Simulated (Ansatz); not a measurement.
System: Cu.

```cif
data_structure
_symmetry_space_group_name_H-M 'P 1'
_symmetry_Int_Tables_number 1
_cell_length_a 2.5083
_cell_length_b 2.6041
_cell_length_c 3.6150
_cell_angle_alpha 90.000
_cell_angle_beta 90.000
_cell_angle_gamma 90.000
_cell_volume 23.61
loop_
_atom_site_label
_atom_site_type_symbol
_atom_site_fract_x
_atom_site_fract_y
_atom_site_fract_z
_atom_site_occupancy
Cu1 Cu 0.50000 0.50000 0.50000 1
Cu2 Cu 0.00000 0.00000 0.00000 1
```

Space group Immm; changed on purpose from its base cell (strain +0.0375 x Voigt [0, 0, 0, 0, 1, 0], atoms carried along); computed pressure about 2 GPa in this cell; computed without spin polarisation.

Level of theory: Ansatz, DFT PBE, scalar-relativistic, plane waves, PAW.

**What can the converged valence pseudo-density and electron localisation function tell about the bonding?**

Cu–Cu (2.51 Å): the density is about 0.29 e/Å³ at the midpoint; the ELF is about 0.20 at the midpoint (no localised pair shows between them).
Cu–Cu (2.60 Å): ρ at the midpoint is about 0.27 e/Å³; the ELF is about 0.20 at the midpoint: no localised pair shows between them.

**Does the calculation give a band gap?**

It is metallic or semimetallic at this level of theory: no gap opens.

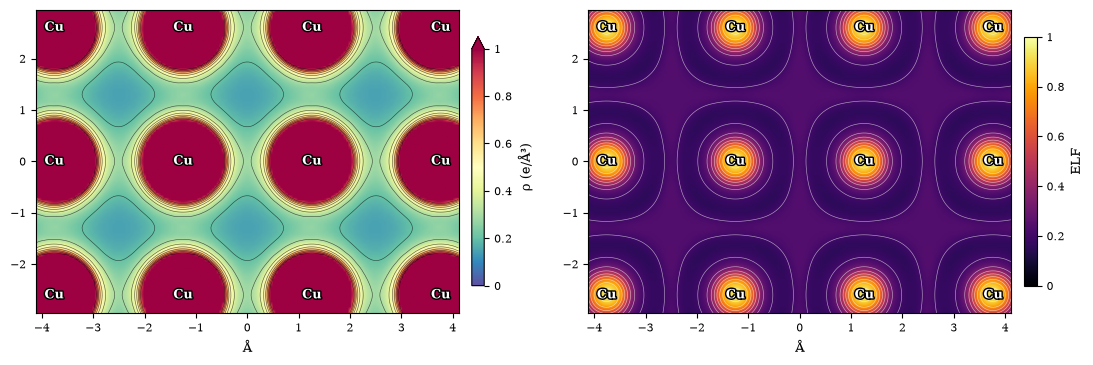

Computed valence pseudo-density and electron localisation function on the (001) plane of the conventional cell, in this order. 

In a PAW calculation such maps are meaningful between the atoms, not at the nuclei.
